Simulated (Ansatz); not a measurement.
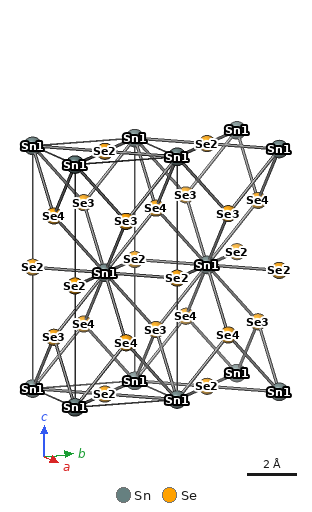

Starting structure of crystalline SnSe$_{3}$ (built on the TiAl3 (D0_22)_139 type) (coarse preliminary run). The picture is a ball-and-stick view of the conventional cell (2 times the calculation's cell), repeated 1 × 2 × 1 with one cell outlined, seen slightly off an axis. Lengths and directions refer to the drawn axes.

Case: TiAl3 (D0_22) type (I4/mmm, No. 139).

Theory: DFT PBE, scalar-relativistic, plane waves, PAW in Ansatz.

Input
```yaml
crystal:
  lattice:
    - [-2.2701607015, 2.2701607015, 5.0710083203]
    - [2.2701607015, -2.2701607015, 5.0710083203]
    - [2.2701607015, 2.2701607015, -5.0710083203]
  atoms:
    - { symbol: Sn, position: [0.0, 0.0, 0.0] }
    - { symbol: Se, position: [0.5, 0.5, 0.0] }
    - { symbol: Se, position: [0.25, 0.75, 0.5] }
    - { symbol: Se, position: [0.75, 0.25, 0.5] }
basis:
  ecutwfc: 420
kpoints:
  mp_grid: { grid: [6, 6, 6] }
hamiltonian:
  xc: pbe
scf:
  occupations: { method: gaussian, width: 0.1 }
  lower_state_search: "off"
output:
  forces: true
  stress: true
  eigenvalues: true
relax:
  adjacent_minimum: "off"
  f_tol: 0.04
  max_steps: 70
  cell: { stress_tol: 0.4 }
```

Command:
```bash
ansatz run input.yaml --threads 1 --pin off --max-ram 2560MiB --backend cpu --events-out ev --progress --plain --runs-dir out
```

**Predict the outcome.**

The atoms keep their places relative to the cell (all moves are under 0.005 Å). The drawn cell changes as follows: a = b 4.540 → 3.930 Å (−13.5 %), c 10.142 → 14.430 Å (+42.3 %); the volume changes by +6.6 %. Some distances before and after: Sn1–Se3 3.403 → 4.108 Å, Se3–Se4 3.210 → 2.779 Å, Sn1–Se2 3.210 → 2.779 Å. The space group stays I4/mmm (No. 139). Over 12 accepted moves (14 points after the start) the energy falls by 259 meV per atom. All forces vanish by symmetry, so only the cell relaxes. Pressure: −5.45 GPa at the start and −0.06 GPa at the end. At 2 points the geometry stayed and the basis and grid were re-selected for the new cell (energy shift of 16.4 meV per atom at most each time).

Final geometry:

```xyz
4
Lattice="-1.9648 1.9648 7.2150 1.9648 -1.9648 7.2150 1.9648 1.9648 -7.2150" Properties=species:S:1:pos:R:3 pbc="T T T"
Sn    0.0000    0.0000    0.0000
Se    0.0000    0.0000    7.2150
Se    1.9648    0.0000    3.6075
Se    0.0000    1.9648    3.6075
```

The end point in the same view:

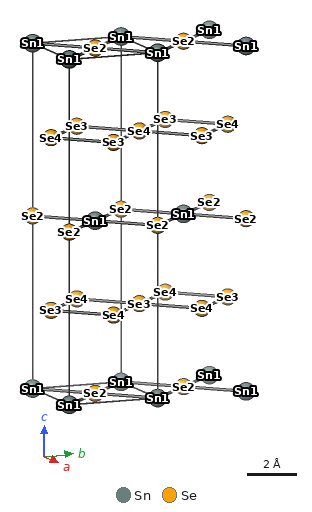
